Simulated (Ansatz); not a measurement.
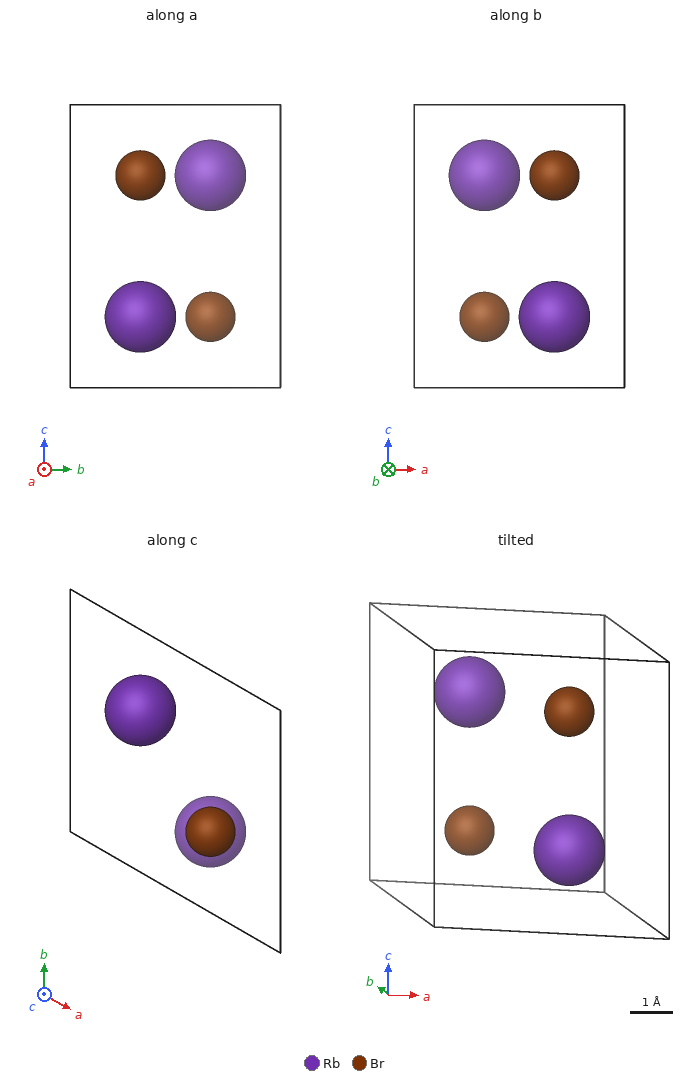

We look at a spheres-only model of the crystal along the a axis, along the b axis, along the c axis and slightly off an axis. Thin lines show the conventional unit cell, with boundary atoms drawn in all their periodic places.

Lattice parameters: a = 5.8177 Å, b = 5.8177 Å, c = 6.7866 Å, α = 90.000°, β = 90.000°, γ = 120.000°.

### Express the structure as a CIF with its space group and independent sites.

```cif
data_structure
_symmetry_space_group_name_H-M 'P 63/m m c'
_symmetry_Int_Tables_number 194
_cell_length_a 5.8177
_cell_length_b 5.8177
_cell_length_c 6.7866
_cell_angle_alpha 90.000
_cell_angle_beta 90.000
_cell_angle_gamma 120.000
_cell_volume 198.92
loop_
_atom_site_label
_atom_site_type_symbol
_atom_site_symmetry_multiplicity
_atom_site_Wyckoff_symbol
_atom_site_fract_x
_atom_site_fract_y
_atom_site_fract_z
_atom_site_occupancy
Rb1 Rb 2 d 0.3333 0.6667 0.7500 1
Br1 Br 2 c 0.3333 0.6667 0.2500 1
```

Starting structure: a structure type filled with these elements by a generator (whether the compound takes this form wasn't checked). Earlier steps of the study may have refined or changed the cell and positions. It was run through Ansatz as a DFT input.
